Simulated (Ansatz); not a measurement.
```
Ti O
1.0
     4.60728    0.00000    0.00000
     0.00000    4.60728    0.00000
     0.00000    0.00000    2.95475
Ti O
2 4
Direct
  0.00000 0.00000 0.50000
  0.50000 0.50000 0.00000
  0.30455 0.30455 0.50000
  0.19545 0.80455 0.00000
  0.80455 0.19545 0.00000
  0.69545 0.69545 0.50000
```

Space group P4₂/mnm; a structure from a database of computed crystals, not necessarily the ambient phase.

All numbers below come from Kohn-Sham DFT of a periodic cell, PBE with D4, Ansatz PAW in Ansatz 0.2.0.

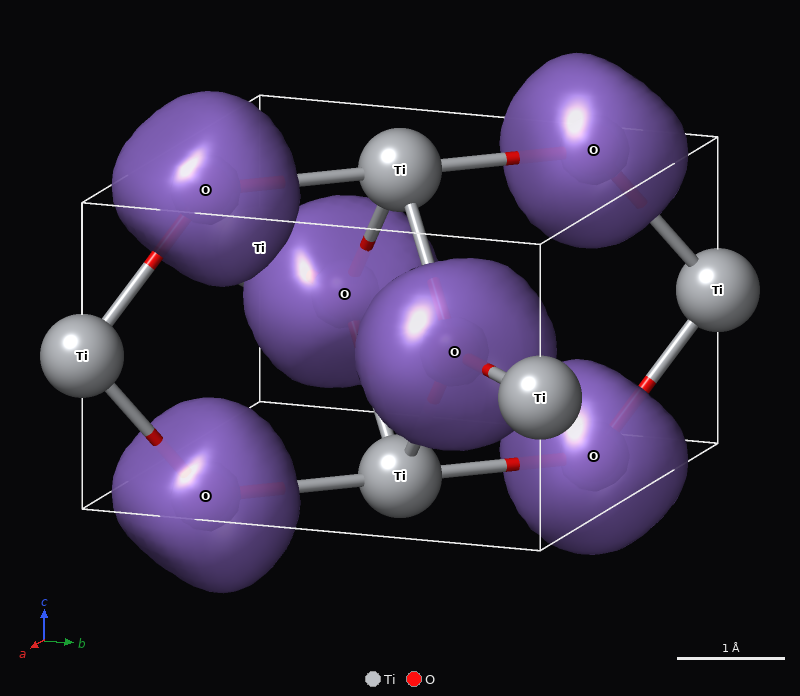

TiO2. Isosurface of the electron localisation function at 0.65 (purple), seen slightly off an axis. Only the valence region is drawn (cores and ρ < 0.01 e/Å³ removed). Sticks mark near contacts.

Core electrons are frozen (PAW), and the valence fields are smoothed inside the atomic spheres.

What do the ELF domains correspond to?

At this value the surface marks out four regions wrapped around O (the valence shell of each), counted in one cell of 6 atoms. Any copies at cell faces, edges or corners count once. Along the contacts the grid gives the following. Ti–O (1.95 Å): the ELF peaks at about 0.80 in the valence shell of O, 0.6 Å from its nucleus, and is about 0.20 at the midpoint (no shared electron pair shows on this line).

Does the calculation give a band gap?

It is gapped, with a Kohn–Sham gap of 1.9 eV on the k-point mesh (the band edges may lie off the mesh, which would make the gap smaller).
